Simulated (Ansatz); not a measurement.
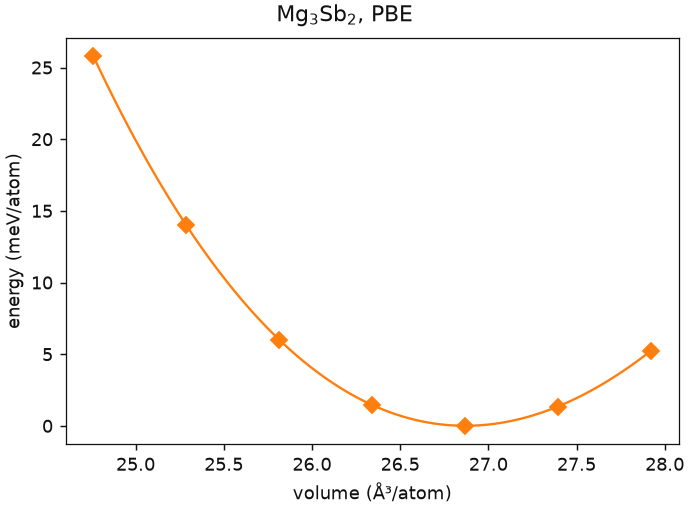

The plot gives the computed energy against volume for Mg₃Sb₂, space group P-3m1 (No. 164).

Cell as given: a = 4.582 Å, b = 4.582 Å, c = 7.244 Å, α = 90.00°, β = 90.00°, γ = 120.00°; 5 atoms.

How it was computed, with Ansatz 0.2.0: all-electron LAPW DFT, no spin polarisation; energies at scaled volumes of the given cell, shape and fractions fixed, counted from the fit's minimum, third-order Birch-Murnaghan fit. Level: PBE.

k mesh 7×7×4; occupations Fermi–Dirac; smearing width 0.05 eV; potentials all electron LAPW, scalar relativistic; program settings basis error eV/atom 0.001.

Give the fitted equation-of-state parameters.

A third-order Birch–Murnaghan fit gives V0 = 26.87 Å³/atom, B0 = 43.4 GPa and B′ = 4.2.

Caveats: shape and atomic fractions are frozen while scaling, which makes layered, chain and framework solids too stiff.

The computed values:

```tsv
volume (Å³/atom)	energy (meV/atom)
24.76	25.78
25.29	13.99
25.82	6.00
26.34	1.45
26.87	0.00
27.40	1.35
27.92	5.24
```
